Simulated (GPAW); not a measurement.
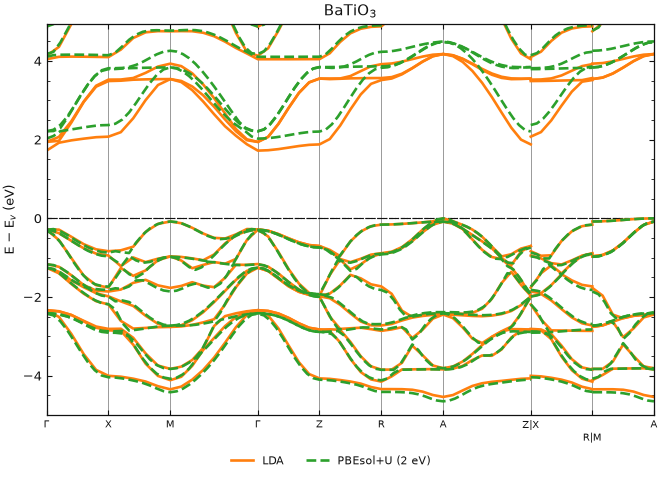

Band structures of BaTiO₃, space group P4mm (No. 99), 5 atoms in the cell (a = 4.000 Å, c = 4.018 Å (tetragonal axes)), by two methods on the same cell. Each is counted from its own valence-band top.

> How do the methods compare?

LDA gives a gap of 1.72 eV along the path and PBEsol+U (2 eV) gives a gap of 2.03 eV along the path.

Settings. LDA: the program's PAW data sets (release 1.2.1) made for this functional, no spin polarisation, no spin-orbit coupling, 5×5×5 k mesh, 800 eV cutoff, Fermi-Dirac smearing of 0.05 eV (GPAW 26.7.0). PBEsol+U (2 eV): Ti d U = 2 eV, PAW data sets generated in the run's folder for this functional, no spin polarisation, no spin-orbit coupling, 5×5×5 k mesh, 800 eV cutoff, Fermi-Dirac smearing of 0.05 eV (GPAW).

The cell is at −1 GPa in PBEsol+U (2 eV) and −7 GPa in LDA. LDA, GGA and most meta-GGA functionals understate gaps.
